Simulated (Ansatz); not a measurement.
# What a change does: single-point calculation on TaN

System: TaN (slab, 6 atoms in the cell).
Method of run 1: DFT, r2SCAN, PAW with Ansatz's default frozen-core files, scalar-relativistic, no spin polarisation (Ansatz 0.2.0).

Text and figures count atoms from 1; the logs count them from 0 in places.

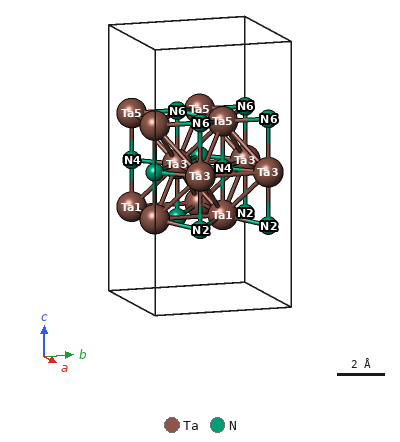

Fig. 1: The input geometry (ball-and-stick view of the 2 × 2 repeat of the cell, with the vacuum cut short, seen slightly off an axis; atoms are numbered from 1 in the order of the input). Near neighbours in the crystal (not all of them lie inside the picture): Ta has 5 N at 2.06 to 2.22 Å and 8 Ta at 3.01 to 3.11 Å; N has 5 Ta at 2.22 to 2.35 Å; Ta has 6 N at 2.20 to 2.35 Å and 12 Ta at 3.01 to 3.11 Å; N has 6 Ta at 2.06 to 2.20 Å.

## The input, run 1
```yaml
crystal:
  lattice:
    - [3.1085816348, 0.0, 0.0]
    - [0.0, 3.1085816348, 0.0]
    - [0.0, 0.0, 13.6976]
  atoms:
    - { symbol: Ta, position: [0.25, 0.25, 0.3496165807] }
    - { symbol: "N", position: [0.75, 0.75, 0.3285247969] }
    - { symbol: Ta, position: [0.75, 0.75, 0.5000000106] }
    - { symbol: "N", position: [0.25, 0.25, 0.5000000097] }
    - { symbol: Ta, position: [0.25, 0.25, 0.6503834174] }
    - { symbol: "N", position: [0.75, 0.75, 0.6714752031] }
kpoints:
  mp_grid: { grid: [11, 11, 1] }
scf:
  occupations: { method: fermi_dirac, width: 0.05 }
hamiltonian:
  xc: r2scan
  pseudopotentials: { kind: paw }
output:
  forces: true
  stress: true
  eigenvalues: true
efield:
  axis: 3
  amplitude: 0
  dipole_correction: true
```

Launched with:
```bash
ansatz run input.yaml --threads 2 --pin off --max-ram 4096MiB --backend cpu --events-out ev --progress --plain --runs-dir out
```

Hardware: 2 threads of Arm Neoverse V2, 24 GiB of memory available, shared host.

## Output, shortened to warnings, some set-up lines, iterations and results (run 1)
```
WARN: efield: at this solve's end the planar-averaged density reaches 1.29e-3 e/Å³ inside the ramp window [0.8770, 0.1230] (bound 1e-5 e/Å³); the window's nearer edge stands 2.82 Å from this solve's nearest atom along the axis. Its work functions, free energy, forces, stress, dipole, levels and responses can be off, and this figure does not tell by how much. The cell may have no vacuum along …
Basis set: ecut = 500 eV, 3349 PW (Γ), exchange–correlation on 96×96×400 points (64 copies of the dense FFT grid, shifted against one another)
Symmetry: 8 space group operations
k-points: 21 of 121
Initial density: superposition of atomic densities (neutral atoms: chi_scale 0, normalization atom), corrected by the library's trained network
[...]
SCF iter   1: F=—  HF=-30991.232928 eV  |F-HF|=—  |Δ(HF+E_count)|=         —  Δρ=9.23e-3  dr2=2.34e-1  dr2_τ=3.25e-1  ethr=1.77e-3  p=-0.000 e·Å  D=-2.42e-9 V/Å  ΔV_dip=0.00 …
SCF iter   2: F=—  HF=-30991.384035 eV  |F-HF|=—  |Δ(HF+E_count)|=   1.51e-1  Δρ=4.77e-3  dr2=3.36e-2  dr2_τ=8.72e-3  ethr=4.33e-4  p=0.000 e·Å  D=8.88e-6 V/Å  ΔV_dip=-0.00 …
SCF iter   3: F=—  HF=-30991.381496 eV  |F-HF|=—  |Δ(HF+E_count)|=   2.54e-3  Δρ=1.94e-3  dr2=7.37e-3  dr2_τ=9.36e-4  ethr=6.22e-5  p=0.000 e·Å  D=3.17e-6 V/Å  ΔV_dip=-0.00 …
SCF iter   4: F=—  HF=-30991.381322 eV  |F-HF|=—  |Δ(HF+E_count)|=   1.73e-4  Δρ=8.59e-4  dr2=2.10e-3  dr2_τ=1.54e-4  ethr=1.36e-5  p=0.000 e·Å  D=1.76e-6 V/Å  ΔV_dip=-0.00 …
SCF iter   5: F=—  HF=-30991.381370 eV  |F-HF|=—  |Δ(HF+E_count)|=   4.81e-5  Δρ=2.37e-4  dr2=8.98e-5  dr2_τ=1.30e-5  ethr=3.89e-6  p=0.000 e·Å  D=5.84e-7 V/Å  ΔV_dip=-0.00 …
SCF iter   6: F=—  HF=-30991.381366 eV  |F-HF|=—  |Δ(HF+E_count)|=   4.09e-6  Δρ=4.97e-5  dr2=8.00e-6  dr2_τ=4.89e-7  ethr=1.66e-7  p=0.000 e·Å  D=7.36e-7 V/Å  ΔV_dip=-0.00 …
SCF iter   7: F=—  HF=-30991.381366 eV  |F-HF|=—  |Δ(HF+E_count)|=   7.97e-8  Δρ=1.62e-5  dr2=8.00e-7  dr2_τ=2.97e-8  ethr=1.48e-8  p=0.000 e·Å  D=3.83e-7 V/Å  ΔV_dip=-0.00 …
SCF iter   8: F=-30991.381366 eV  HF=-30991.381366 eV  |F-HF|=2.57e-8  |Δ(HF+E_count)|=   2.51e-8  Δρ=5.89e-6  dr2=6.81e-8  dr2_τ=1.03e-8  ethr=1.85e-10  p=0.000 e·Å  …
SCF 1 converged in 8 iterations: F = -30991.381366 eV  dr2 = 6.81e-8
SCF converged after 8 iterations
Free energy (F): -30991.381366 eV
Harris-Foulkes:  -30991.381366 eV  (|F-HF|=2.57e-8)
Internal energy: -30991.345557 eV  (E = F + TS)
E sigma→0 (E₀):  -30991.363461 eV
Entropy (-TS):   -0.035809 eV (-5.968 meV/atom)
Fermi energy:    8.749763 eV
Dipole field:    D = -0.000001 V/Å  (p = -0.000000 e·Å, saw-weighted, corrected)
Work function:   Φ+ = 3.2915 eV (in doubt: plateau slope 1.8e-1 eV/Å)   Φ− = 3.2915 eV (in doubt: plateau slope 1.8e-1 eV/Å)
Levels:          The Fermi level and band energies are counted from a zero that moves with the ramp; work functions are not
Vacuum region:   at the solve's end the planar-averaged density reaches 1.29e-3 e/Å³ inside the ramp window [0.8770, 0.1230] (bound 1e-5 e/Å³)
--- Per-component energies (eV) ---
  E_band       = -861.965491
  E_kinetic    = 1495.552449
  E_local      = -20223.731202  (includes V_loc(G=0)·N_el)
  E_nonlocal   = 178.429445
  E_hartree    = 9489.785725
  E_xc         = -792.204848
  E_vxc        = -919.795188  (∫ρ·V_xc dr)
  E_paw        = -25655.466099  (= ΣΔE_a)
  E_vpaw       = -420.311193  (= ΣTr[D̂ρ^β])
  E_aug_tail   = 0.000275  (compensation charges beyond the density's cutoff)
  E_vtau       = 48.297038  (kinetic-family band-sum trace: ∫τ·v_τ [+ j·A + Jᵃ·Aᵃ] dr)
  E_efield     = 0.000000  (sawtooth field / dipole correction)
  E_vefield    = 0.000000  (∫n·V_field dr)
  E_ewald      = 4518.646233
  E_core_change = -2.357535  (= ΣΔE_core)
  E_smearing   = -0.035809  (= −TS)
  E_closure    = 0.000000  (closes the sum)
  Σ components = -30991.381366   (vs F -30991.381366, Δ=0.00e0)
--- Forces (eV/Å), atoms counted from 1 ---
  atom   1  Ta    -0.00000000     0.00000000    -0.00001161
  atom   2  N      0.00000000    -0.00000000     0.00805736
  atom   3  Ta    -0.00000000     0.00000000    -0.00000261
  atom   4  N     -0.00000000     0.00000000    -0.00000305
  atom   5  Ta     0.00000000    -0.00000000     0.00001580
  atom   6  N     -0.00000000    -0.00000000    -0.00805569
  max |Σ_I F_I| component: 1.98e-7 eV/Å
--- Stress (GPa, compression-positive) ---
       -9.829776       0.000000       0.000000
        0.000000      -9.829776       0.000000
        0.000000       0.000000      -0.130892
  P = ⅓ Tr σ = -6.5968 GPa (-65.968 kbar)
```

For run 2 the input was changed thus:
```diff
+basis:
+  ecutwfc: "33.1 Ry"
```

Predict how the results change.

The free energy of run 2 is 1.2 meV per atom higher, which measures how much it depends on this numerical setting. More plane waves can only lower the energy of a fixed Hamiltonian, so the higher cutoff gives the lower value. The number of SCF iterations is the same. The plane waves at Γ go from 3349 to 2879.

## Output, shortened to warnings, some set-up lines, iterations and results (run 2)
```
Warning: basis.ecutwfc = 450.3484423711014 eV is below the records' recommended 500 eV, and the density's cutoff is lower with it unless basis.ecutrho_ratio is high enough to keep the records' density cutoff: compare with a run at a higher cutoff
WARN: efield: at this solve's end the planar-averaged density reaches 1.12e-3 e/Å³ inside the ramp window [0.8770, 0.1230] (bound 1e-5 e/Å³); the window's nearer edge stands 2.82 Å from this solve's nearest atom along the axis. Its work functions, free energy, forces, stress, dipole, levels and responses can be off, and this figure does not tell by how much. The cell may have no vacuum along …
Basis set: ecut = 450.3484423711014 eV, 2879 PW (Γ), exchange–correlation on 96×96×384 points (64 copies of the dense FFT grid, shifted against one another)
Symmetry: 8 space group operations
k-points: 21 of 121
Initial density: superposition of atomic densities (neutral atoms: chi_scale 0, normalization atom), corrected by the library's trained network
[...]
SCF iter   1: F=—  HF=-30991.225558 eV  |F-HF|=—  |Δ(HF+E_count)|=         —  Δρ=9.18e-3  dr2=2.35e-1  dr2_τ=3.28e-1  ethr=1.77e-3  p=-0.000 e·Å  D=-2.38e-9 V/Å  ΔV_dip=0.00 …
SCF iter   2: F=—  HF=-30991.376754 eV  |F-HF|=—  |Δ(HF+E_count)|=   1.51e-1  Δρ=4.76e-3  dr2=3.34e-2  dr2_τ=8.80e-3  ethr=4.36e-4  p=-0.000 e·Å  D=-2.94e-5 V/Å  ΔV_dip=0.00 …
SCF iter   3: F=—  HF=-30991.373925 eV  |F-HF|=—  |Δ(HF+E_count)|=   2.83e-3  Δρ=1.93e-3  dr2=7.26e-3  dr2_τ=9.05e-4  ethr=6.19e-5  p=-0.000 e·Å  D=-2.09e-5 V/Å  ΔV_dip=0.00 …
SCF iter   4: F=—  HF=-30991.373881 eV  |F-HF|=—  |Δ(HF+E_count)|=   4.41e-5  Δρ=8.51e-4  dr2=2.06e-3  dr2_τ=1.45e-4  ethr=1.34e-5  p=-0.000 e·Å  D=-1.00e-5 V/Å  ΔV_dip=0.00 …
SCF iter   5: F=—  HF=-30991.374077 eV  |F-HF|=—  |Δ(HF+E_count)|=   1.96e-4  Δρ=2.26e-4  dr2=8.45e-5  dr2_τ=1.26e-5  ethr=3.81e-6  p=-0.000 e·Å  D=-1.34e-6 V/Å  ΔV_dip=0.00 …
SCF iter   6: F=—  HF=-30991.374079 eV  |F-HF|=—  |Δ(HF+E_count)|=   2.23e-6  Δρ=4.92e-5  dr2=7.86e-6  dr2_τ=5.11e-7  ethr=1.56e-7  p=-0.000 e·Å  D=-3.07e-7 V/Å  ΔV_dip=0.00 …
SCF iter   7: F=—  HF=-30991.374080 eV  |F-HF|=—  |Δ(HF+E_count)|=   2.60e-7  Δρ=1.68e-5  dr2=9.26e-7  dr2_τ=4.09e-8  ethr=1.46e-8  p=0.000 e·Å  D=1.08e-7 V/Å  ΔV_dip=-0.00 …
SCF iter   8: F=-30991.374079 eV  HF=-30991.374079 eV  |F-HF|=4.37e-8  |Δ(HF+E_count)|=   1.04e-7  Δρ=6.39e-6  dr2=8.10e-8  dr2_τ=1.41e-8  ethr=1.85e-10  p=0.000 e·Å  …
SCF 1 converged in 8 iterations: F = -30991.374079 eV  dr2 = 8.10e-8
SCF converged after 8 iterations
Free energy (F): -30991.374079 eV
Harris-Foulkes:  -30991.374079 eV  (|F-HF|=4.37e-8)
Internal energy: -30991.338269 eV  (E = F + TS)
E sigma→0 (E₀):  -30991.356174 eV
Entropy (-TS):   -0.035811 eV (-5.968 meV/atom)
Fermi energy:    8.749807 eV
Dipole field:    D = 0.000001 V/Å  (p = 0.000000 e·Å, saw-weighted, corrected)
Work function:   Φ+ = 3.2857 eV (in doubt: plateau slope 2.0e-1 eV/Å)   Φ− = 3.2984 eV (in doubt: plateau slope 1.6e-1 eV/Å)
Levels:          The Fermi level and band energies are counted from a zero that moves with the ramp; work functions are not
Vacuum region:   at the solve's end the planar-averaged density reaches 1.12e-3 e/Å³ inside the ramp window [0.8770, 0.1230] (bound 1e-5 e/Å³)
--- Per-component energies (eV) ---
  E_band       = -861.956369
  E_kinetic    = 1495.564774
  E_local      = -20223.739078  (includes V_loc(G=0)·N_el)
  E_nonlocal   = 178.414309
  E_hartree    = 9489.783965
  E_xc         = -792.192024
  E_vxc        = -919.774914  (∫ρ·V_xc dr)
  E_paw        = -25655.459420  (= ΣΔE_a)
  E_vpaw       = -420.305303  (= ΣTr[D̂ρ^β])
  E_aug_tail   = 0.000506  (compensation charges beyond the density's cutoff)
  E_vtau       = 48.293185  (kinetic-family band-sum trace: ∫τ·v_τ [+ j·A + Jᵃ·Aᵃ] dr)
  E_efield     = 0.000000  (sawtooth field / dipole correction)
  E_vefield    = -0.000000  (∫n·V_field dr)
  E_ewald      = 4518.646233
  E_core_change = -2.357535  (= ΣΔE_core)
  E_smearing   = -0.035811  (= −TS)
  E_closure    = -0.000000  (closes the sum)
  Σ components = -30991.374079   (vs F -30991.374079, Δ=0.00e0)
--- Forces (eV/Å), atoms counted from 1 ---
  atom   1  Ta     0.00000000     0.00000000     0.00005092
  atom   2  N      0.00000000     0.00000000     0.00807508
  atom   3  Ta    -0.00000000    -0.00000000    -0.00000297
  atom   4  N     -0.00000000    -0.00000000    -0.00000332
  atom   5  Ta    -0.00000000     0.00000000    -0.00004628
  atom   6  N     -0.00000000    -0.00000000    -0.00807435
  max |Σ_I F_I| component: 9.21e-7 eV/Å
--- Stress (GPa, compression-positive) ---
       -9.829236       0.000000       0.000000
        0.000000      -9.829236       0.000000
        0.000000       0.000000      -0.131150
  P = ⅓ Tr σ = -6.5965 GPa (-65.965 kbar)
```

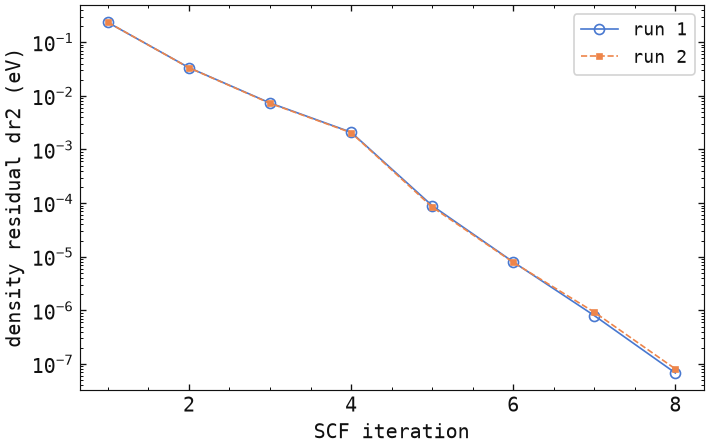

Fig. 2: Convergence of the two runs: density residual dr2 against the SCF iteration. Run 1 takes 8 iterations in all, and run 2 takes 8.

## The two runs side by side

```tsv
quantity	run 1	run 2
outcome	converged	converged
free energy per atom (eV)	−5165.2302	−5165.2290
energy per atom, smearing taken to zero (eV)	−5165.2272	−5165.2260
largest force (eV/Å)	0.008	0.008
SCF iterations	8	8
irreducible k-points	21	21
plane waves at Γ	3349	2879
wall time (shared host)	9.3 s	8.6 s
```

For both runs: Spin–orbit coupling is left out, which matters for Ta. For run 1: Warnings: the density in the vacuum is higher than it should be, so vacuum levels may be off. For run 2: Warnings: the cutoff is below the recommended one; the density in the vacuum is higher than it should be, so vacuum levels may be off.
